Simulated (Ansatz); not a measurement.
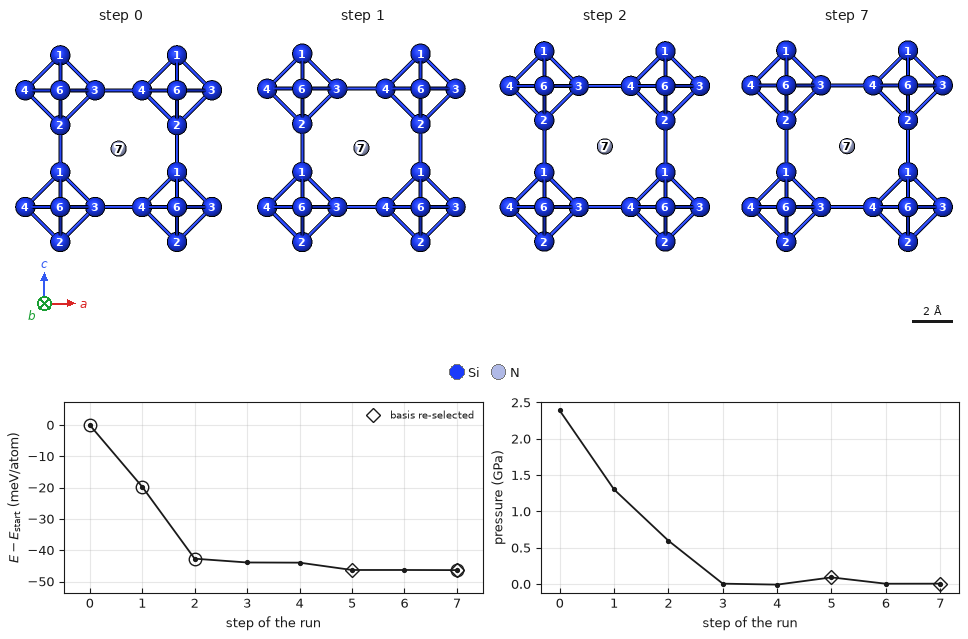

Frames of a relaxation of a crystal of Si6N (a generated structure, set up in Pm-3m), marked on the history of the run. Style: ball-and-stick. Shown: the cell of the calculation, along the b axis.

Level of theory: DFT PBE, scalar-relativistic, plane waves, PAW in Ansatz.

Input file:
```yaml
crystal:
  lattice:
    - [5.8379580159, 0.0, 0.0]
    - [0.0, 5.8379580159, 0.0]
    - [0.0, 0.0, 5.8379580159]
  atoms:
    - { symbol: Si, position: [0.0, 0.0, 0.2990588395] }
    - { symbol: Si, position: [0.0, 0.0, 0.7009411605] }
    - { symbol: Si, position: [0.2990588395, 0.0, 0.0] }
    - { symbol: Si, position: [0.7009411605, 0.0, 0.0] }
    - { symbol: Si, position: [0.0, 0.2990588395, 0.0] }
    - { symbol: Si, position: [0.0, 0.7009411605, 0.0] }
    - { symbol: "N", position: [0.5, 0.5, 0.5], spin: 3.02 }
basis:
  ecutwfc: 420
kpoints:
  mp_grid: { grid: [6, 6, 6] }
hamiltonian:
  xc: pbe
scf:
  occupations: { method: gaussian, width: 0.1 }
output:
  forces: true
  stress: true
  eigenvalues: true
  populations: true
magnetization:
  spin_polarized: true
relax:
  adjacent_minimum: "off"
  f_tol: 0.01
  max_steps: 80
  cell: { stress_tol: 0.05 }
```

Launched with:
```bash
ansatz run input.yaml --threads 1 --pin off --max-ram 2560MiB --backend cpu --events-out ev --progress --plain --runs-dir out
```

What happens along the run?

Answer. After 5 accepted moves (7 points after the start) the energy has fallen by 46.4 meV per atom. The largest force component goes from 0.54 to 0.0002 eV/Å. Pressure: 2.39 GPa at the start and 0.01 GPa at the end. At 2 points the geometry stayed and the basis and grid were re-selected for the new cell (energy shift of 2.3 meV per atom at most each time). The largest moves relative to the cell, 0.080 Å, are those of Si1, Si2, Si3, Si4, Si5 and Si6. Si2 goes along +c. N stays in place. The drawn cell changes as follows: a = b = c 5.838 → 6.086 Å (+4.2 %); the volume changes by +13.3 %. Some distances before and after: Si1–Si2 2.346 → 2.605 Å, Si1–Si3 2.469 → 2.461 Å. The space group stays Pm-3m (No. 221). Cost: 4.9 min on 1 thread of Intel(R) Xeon(R) Processor @ 2.50GHz (Skylake/Cascade Lake), with other jobs on the host, peak memory 0.59 GiB. From step 0 to 1: Si atoms move most (0.02 Å), volume +4.0 %, energy −19.7 meV per atom. From step 1 to 2: Si atoms move most (0.07 Å), volume +7.5 %, energy −23.0 meV per atom. From step 2 to 7: volume +1.3 %, energy −3.7 meV per atom.

Limits of the set-up: layers or molecules are held without a dispersion correction, so their spacing is unreliable.
